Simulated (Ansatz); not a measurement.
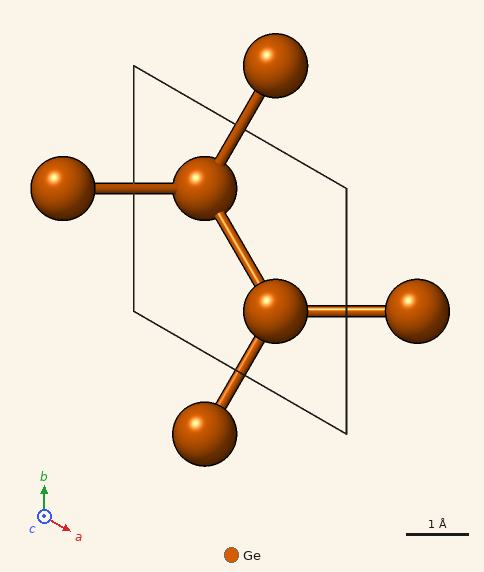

This is the input geometry for a relaxation of solid Ge (set up in P6_3/mmc). A ball-and-stick model of the cell of the calculation, seen along the c axis.

The run lets cell and atoms move.

Computed with Kohn-Sham DFT of a periodic cell, PBE, Ansatz PAW in Ansatz.

The input:
```yaml
crystal:
  lattice:
    - [3.9975858431, 0.0, 0.0]
    - [-1.9987929216, 3.462010894, 0.0]
    - [0.0, 0.0, 6.59937795]
  atoms:
    - { symbol: Ge, position: [0.3333333333, 0.6666666667, 0.93709875] }
    - { symbol: Ge, position: [0.6666666667, 0.3333333333, 0.43709875] }
    - { symbol: Ge, position: [0.3333333333, 0.6666666667, 0.56290125] }
    - { symbol: Ge, position: [0.6666666667, 0.3333333333, 0.06290125] }
hamiltonian:
  xc: pbe
  pseudopotentials: { kind: paw }
kpoints:
  mp_grid: { grid: [6, 6, 3] }
scf:
  occupations: { method: fermi_dirac, width: 0.05 }
output:
  forces: true
  stress: true
  eigenvalues: true
relax:
  f_tol: 0.01
  max_steps: 40
  cell: { stress_tol: 0.05 }
```

Command:
```bash
ansatz run input.yaml --threads 2 --pin off --max-ram 5632MiB --backend cpu --events-out ev --progress --plain --runs-dir out
```

> What does the optimiser find from here?

The atoms keep their places relative to the cell (all moves are under 0.005 Å). The drawn cell changes as follows: a = b 3.998 → 4.067 Å (+1.7 %), c 6.599 → 6.686 Å (+1.3 %); the volume changes by +4.8 %. Some distances before and after: Ge–Ge 2.453 → 2.493 Å, Ge–Ge 2.469 → 2.505 Å. The space group stays P6_3/mmc (No. 194). After 3 accepted moves (4 points after the start) the energy has fallen by 41.2 meV per cell of the calculation. Largest force component: 0.027 eV/Å at the start, 0.0013 eV/Å at the end. Pressure: 3.07 GPa at the start and 0.00 GPa at the end. The SCF was repeated once at an unchanged geometry on a basis and grid sized afresh for the cell, which shifted the energy by 0.8 meV per cell of the calculation at most.

Step by step:

```tsv
step	E − E(0), meV/atom	largest force component, eV/Å	pressure, GPa	volume, Å³/atom	note
0	0.00	0.0275	3.07	22.833	
1	-9.80	0.0204	0.53	23.729	
2	-10.11	0.0105	0.01	23.929	
3	-10.12	0.0013	-0.01	23.939	
4	-10.31	0.0013	0.00	23.939	same geometry, new basis
```

After the run, drawn alike:

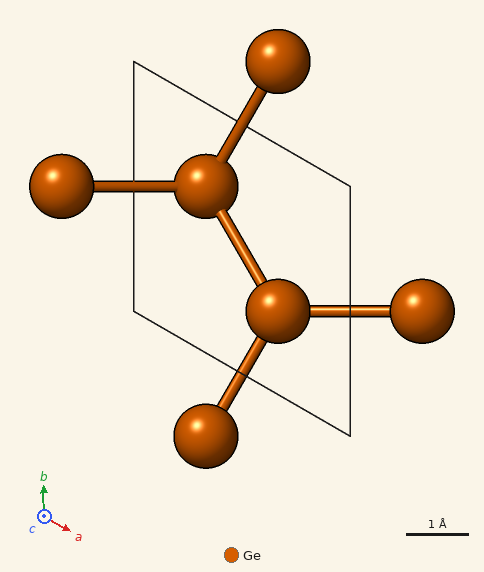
